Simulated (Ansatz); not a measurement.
Al$_{3}$Cu: single-point calculation

System: Al$_{3}$Cu (Pm-3m, 4 atoms in the cell).
Method: DFT r2SCAN, scalar-relativistic, plane waves, PAW, no spin polarisation (Ansatz 0.2.0).

The structure derives from a Materials Project entry. Figures and captions count atoms from 1; the log counts them from 0 in places.

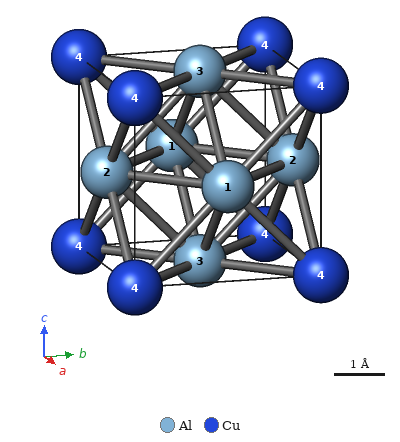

*The input geometry (ball-and-stick view of the cell of the calculation, seen slightly off an axis; atoms are numbered from 1 in the order of the input). An atom can appear more than once, as a periodic image.*

Near neighbours in the periodic cell (some may lie outside the picture): Al has 8 Al at 2.75 Å and 4 Cu at 2.75 Å; Cu has 12 Al at 2.75 Å.

Input
```yaml
crystal:
  lattice:
    - [3.8891206689, 0.0, 0.0]
    - [0.0, 3.8891206689, 0.0]
    - [0.0, 0.0, 3.8891206689]
  atoms:
    - { symbol: Al, position: [0.0, 0.5, 0.5] }
    - { symbol: Al, position: [0.5, 0.0, 0.5] }
    - { symbol: Al, position: [0.5, 0.5, 0.0] }
    - { symbol: Cu, position: [0.0, 0.0, 0.0] }
basis:
  ecutwfc: 500
kpoints:
  mp_grid: { grid: [14, 14, 14] }
hamiltonian:
  xc: r2scan
scf:
  occupations: { method: gaussian, width: 0.15 }
output:
  forces: true
  stress: true
  eigenvalues: true
  write_density: true
  write_potential: true
  elf: true
  volumetric_format: npy
```

Machine: 1 thread of Intel Xeon @ 2.50GHz (Skylake/Cascade Lake), 189 GiB of memory available, shared host.

Launch command:
```bash
ansatz run input.yaml --threads 1 --pin off --max-ram 2560MiB --backend cpu --events-out ev --progress --plain --runs-dir out
```

Log
```
Engine: ansatz 0.2.0, x86_64-unknown-linux-gnu
Pseudopotentials: kind: paw
Pseudopotential: Al, paw, valence charge 3, recommended cutoff 500 eV (meta_gga), Al.paw.azcp
Pseudopotential: Cu, paw, valence charge 19, recommended cutoff 500 eV (meta_gga), Cu.paw.azcp
Functional definition: r2SCAN
  parameter k0 = 0.174
  parameter k1 = 0.065
  parameter a1 = 4.9479
  exchange = r2scan_x(k0 = k0, k1 = k1, a1 = a1)
  correlation = r2scan_c
Crystal: 4 atoms, lattice volume = 58.824 Å³
Basis set: ecut = 500 eV, 1503 PW (Γ), exchange–correlation on 120×120×120 points (64 copies of the dense FFT grid, shifted against one another)
Bands: 18, of which v1, the nominal top of the filled ones, is band 14 counted from 1 (13 counted from 0)
Symmetry: 48 space group operations
Space group: Pm-3m (ITA 221), of the structure as read, at distance tolerance 3.9e-5 Å
k-points: 120 of 2744
Non-local potential: Al, projectors of the file, l = 0: 2, l = 1: 2, l = 2: 1
Non-local potential: Cu, projectors of the file, l = 0: 3, l = 1: 2, l = 2: 3, l = 3: 1
PAW form: soft (Blöchl's): semilocal exchange-correlation on the pseudo side does not see the compensation charge
PAW frozen core: Al, regenerated for the run's functional (the file was generated under x = pbe(κ = 0.804, μ = 0.2195149727645171), c = pbe(β = 0.06672455060314922))
PAW frozen core: Cu, regenerated for the run's functional (the file was generated under x = pbe(κ = 0.804, μ = 0.2195149727645171), c = pbe(β = 0.06672455060314922))
PAW one-centre angular grid: Al, 302 points (default); XC on 160 Gauss nodes
PAW one-centre angular grid: Cu, 590 points (default); XC on 160 Gauss nodes
Initial density: superposition of atomic densities (neutral atoms: chi_scale 0, normalization atom), corrected by the library's trained network
Initial wavefunctions: pseudopotential atomic-orbital guess
Functional: x = r2scan, c = r2scan; τ floored in thin density (d = 2e-4 eV/Å³)
SCF iter   1: F=—  HF=-8252.612892 eV  |F-HF|=—  |Δ(HF+E_count)|=         —  Δρ=2.64e-2  dr2=3.03e-1  dr2_τ=1.62e-2  ethr=1.77e-3  ⟨swp⟩=5.8  Hψ=11412  notcnv=0
preconditioner: auto → Kerker (q_TF=auto, 2.411 Å⁻¹)  [metal: Δε(μ)=0.016 eV  Ē_g=7.497 eV  σ=0.150 eV  W_gap=0.06  n_scr=18 (ndim 8)  ℏωp=21.7 eV  f_vac=0.000  D(μ)=1.31/eV (n_scr^D=6)]
SCF iter   2: F=—  HF=-8252.643925 eV  |F-HF|=—  |Δ(HF+E_count)|=   3.10e-2  Δρ=2.38e-2  dr2=1.79e-1  dr2_τ=1.61e-3  ethr=1.08e-3  ⟨swp⟩=2.1  Hψ=4622  notcnv=0  defer=20
SCF iter   3: F=—  HF=-8252.597272 eV  |F-HF|=—  |Δ(HF+E_count)|=   4.67e-2  Δρ=4.47e-3  dr2=1.66e-2  dr2_τ=2.73e-5  ethr=6.38e-4  ⟨swp⟩=2.0  Hψ=3511  notcnv=0  defer=20
SCF iter   4: F=—  HF=-8252.593135 eV  |F-HF|=—  |Δ(HF+E_count)|=   4.14e-3  Δρ=2.42e-3  dr2=1.89e-3  dr2_τ=2.10e-5  ethr=5.92e-5  ⟨swp⟩=1.5  Hψ=3449  notcnv=0  defer=19
SCF iter   5: F=—  HF=-8252.593382 eV  |F-HF|=—  |Δ(HF+E_count)|=   2.46e-4  Δρ=6.44e-4  dr2=3.98e-4  dr2_τ=8.78e-7  ethr=6.73e-6  ⟨swp⟩=2.1  Hψ=2896  notcnv=0  defer=19
SCF iter   6: F=—  HF=-8252.593316 eV  |F-HF|=—  |Δ(HF+E_count)|=   6.52e-5  Δρ=4.23e-4  dr2=1.29e-4  dr2_τ=3.30e-7  ethr=1.42e-6  ⟨swp⟩=1.0  Hψ=2141  notcnv=0  defer=19
SCF iter   7: F=—  HF=-8252.593294 eV  |F-HF|=—  |Δ(HF+E_count)|=   2.29e-5  Δρ=1.12e-4  dr2=8.05e-6  dr2_τ=2.60e-8  ethr=4.62e-7  ⟨swp⟩=1.2  Hψ=2315  notcnv=0  defer=19
SCF iter   8: F=—  HF=-8252.593285 eV  |F-HF|=—  |Δ(HF+E_count)|=   8.22e-6  Δρ=9.24e-6  dr2=8.16e-8  dr2_τ=5.49e-10  ethr=3.57e-10  ⟨swp⟩=6.8  Hψ=13631  notcnv=0
SCF iter   9: F=-8252.593285 eV  HF=-8252.593285 eV  |F-HF|=5.56e-9  |Δ(HF+E_count)|=   5.08e-9  Δρ=3.46e-6  dr2=8.32e-9  dr2_τ=3.87e-11  ethr=2.91e-10  ⟨swp⟩=5.2  Hψ=12117  notcnv=0
SCF 1 converged in 9 iterations: F = -8252.593285 eV  dr2 = 8.32e-9
  greatest PAW one-centre occupation: 1.000 electrons in one spin orbital (limit 2), on the Cu atom at site 3 (counted from 0), in its partial waves of l = 0
```

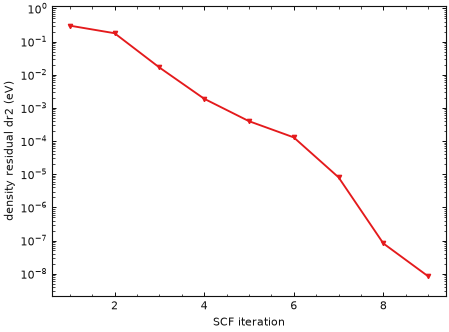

*Convergence of the self-consistent field: density residual dr2 against the SCF iteration.*

The residual falls at every step.

```
SCF converged after 9 iterations
Free energy (F): -8252.593285 eV
Harris-Foulkes:  -8252.593285 eV  (|F-HF|=5.56e-9)
Internal energy: -8252.578160 eV  (E = F + TS)
E sigma→0 (E₀):  -8252.585723 eV
Entropy (-TS):   -0.015125 eV (-3.781 meV/atom)
Fermi energy:    10.301138 eV
--- Per-component energies (eV) ---
  E_band       = -472.735731
  E_kinetic    = 370.489784
  E_local      = -6017.601185  (includes V_loc(G=0)·N_el)
  E_nonlocal   = 422.108219
  E_hartree    = 2728.701193
  E_xc         = -194.891751
  E_vxc        = -219.901679  (∫ρ·V_xc dr)
  E_paw        = -3095.841125  (= ΣΔE_a)
  E_vpaw       = -498.228414  (= ΣTr[D̂ρ^β])
  E_aug_tail   = 0.000143  (compensation charges beyond the density's cutoff)
  E_vtau       = 13.003485  (kinetic-family band-sum trace: ∫τ·v_τ [+ j·A + Jᵃ·Aᵃ] dr)
  E_ewald      = -2465.062006
  E_core_change = -0.481432  (= ΣΔE_core)
  E_smearing   = -0.015125  (= −TS)
  E_closure    = 0.000000  (closes the sum)
  Σ components = -8252.593285   (vs F -8252.593285, Δ=0.00e0)
--- Forces (eV/Å), atoms counted from 1 ---
  atom   1  Al     0.00000000     0.00000000    -0.00000000
  atom   2  Al    -0.00000000    -0.00000000     0.00000000
  atom   3  Al    -0.00000000    -0.00000000    -0.00000000
  atom   4  Cu    -0.00000000     0.00000000     0.00000000
  max |Σ_I F_I| component: 5.26e-31 eV/Å
--- Stress (GPa, compression-positive) ---
       -0.031778       0.000000       0.000000
        0.000000      -0.031778       0.000000
        0.000000       0.000000      -0.031778
  P = ⅓ Tr σ = -0.0318 GPa (-0.318 kbar)
--- Band table (eV; the first three rows and the last of 120) ---
  k-point 0: bands = ["-106.9936", "-62.8059", "-62.8059", "-62.8059", "-1.6753", "5.7736", "5.7736", "6.5519", "6.5519", "6.5519", "7.6606", "7.6606", "7.6606", "9.6332", "10.9592", "10.9592", "17.2781", "17.2781"]
  k-point 1: bands = ["-106.9936", "-62.8059", "-62.8059", "-62.8059", "-1.6222", "5.6651", "5.7849", "6.5123", "6.5123", "6.5538", "7.2670", "7.7487", "7.7487", "9.8923", "10.9909", "11.3304", "16.3694", "16.3694"]
  k-point 2: bands = ["-106.9936", "-62.8059", "-62.8059", "-62.8059", "-1.4632", "5.2038", "5.8166", "6.4210", "6.4210", "6.5590", "6.7916", "7.9857", "7.9857", "10.1508", "11.0874", "12.3885", "15.2168", "15.2168"]
  k-point 119: bands = ["-106.9936", "-62.8060", "-62.8060", "-62.8060", "4.7392", "4.7392", "4.7392", "4.8520", "5.9257", "5.9257", "5.9257", "6.7804", "6.7804", "7.7241", "8.4001", "8.4001", "8.4001", "23.1929"]
```

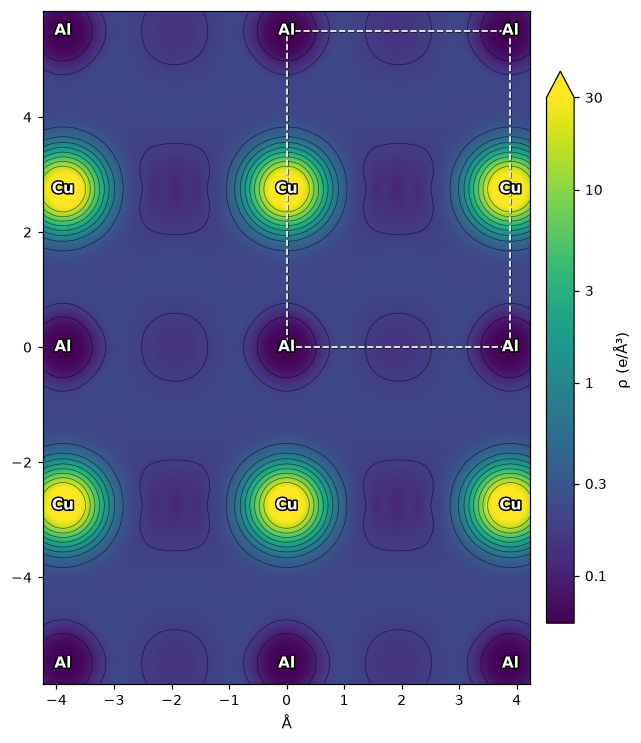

*Valence pseudo-density on the (101) plane of the conventional cell.*

Atoms in the plane: Al and Cu. Al–Cu (2.75 Å): ρ is about 0.22 e/Å³ halfway. Away from the nuclei the density in this plane falls to 0.11 e/Å³ at its lowest. Core electrons are frozen (PAW), so the fields are smoothed inside the atomic spheres.

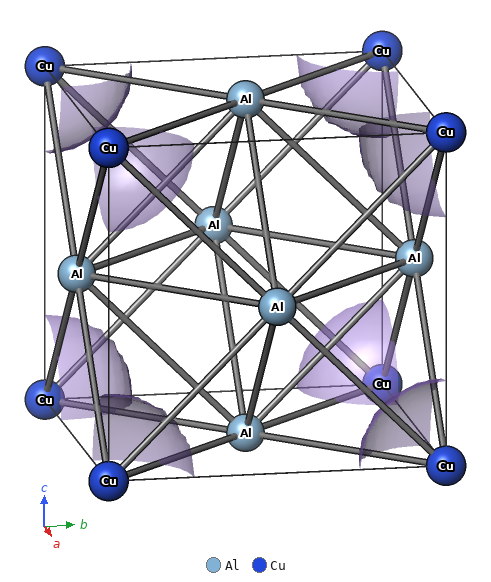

*Isosurface of the valence electron density at 0.4 e/Å³ (purple), seen slightly off an axis. Sticks mark near contacts. The outline is the cell set on symmetry axes.*

At this value the density breaks into separate islands; it holds about 60 % of the electrons treated as valence (semicore included). It is pinched off along the Al–Al (2.75 Å) and Al–Cu (2.75 Å) contacts. On the grid the lowest density along these lines, outside the cores, is 0.22 e/Å³ (Al–Al, 2.75 Å) and 0.21 e/Å³ (Al–Cu, 2.75 Å).

Summary

| quantity | value |
| --- | --- |
| outcome | converged |
| space group (tolerance 0.01 Å) | Pm-3m (221) |
| electrons treated | 28 |
| free energy | −8252.5933 eV |
| Fermi energy | 10.301 eV |
| gap on the k-point mesh | none (metallic) |
| pressure | −0.03 GPa |
| largest force (length of the vector) | under 0.001 eV/Å |
| wall time | 37 s |
| peak memory | 0.55 GiB |
